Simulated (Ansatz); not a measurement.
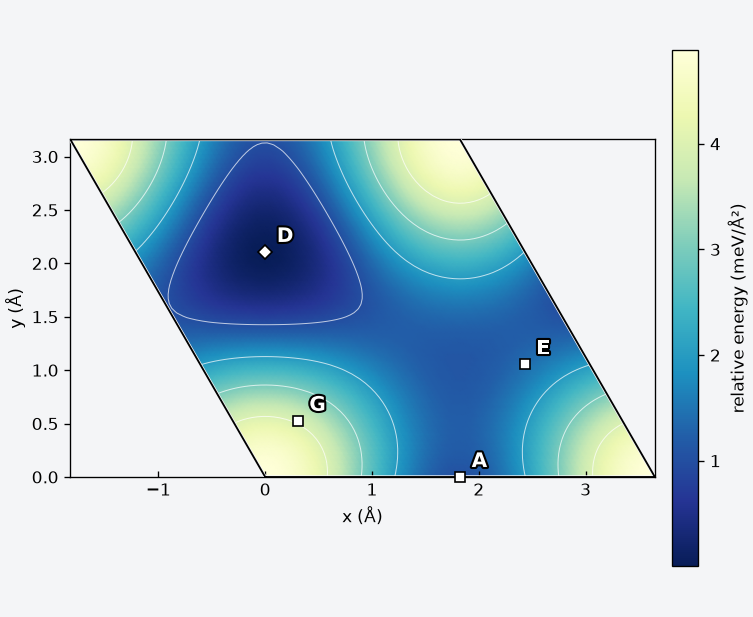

A bilayer of two ZrS₂ sheets (1T type) (6 atoms in the cell). The upper layer of a bilayer is slid over the lower one; relaxed at each slide: nothing; the origin of the map has S4 above S3; the distance between the facing planes is held at 3.24 Å. Places are given modulo a cell vector. The map is drawn in real space over the plane of the slide. Grid: 6 × 6 points; 10 points were computed and 26 follow by symmetry. All energies are given in meV/Å² relative to the lowest grid point. At a held distance the lowest stacking need not be the one that binds best once the distance relaxes. Theory: DFT PBE+D3(BJ), scalar-relativistic, plane waves, PAW (Ansatz 0.2.0). Settings: cutoff 420 eV, k-mesh 9×9×1, gaussian smearing 0.05 eV, no spin polarisation.

Drawn: a smooth colour map with a few white contour lines, the outline of one cell of the plane, lettered points. Between grid points the surface is interpolated.

> Is G the lowest point of the computed grid?

No. G lies 3.92 meV/Å² above the lowest grid point, which is at (2/6, 4/6) of the cell vectors.

> Rank the lettered points by energy, lowest first.

D (0.00 meV/Å²), A (1.03 meV/Å²), E (1.41 meV/Å²), G (3.92 meV/Å²).

PAW datasets: the set soft_1.
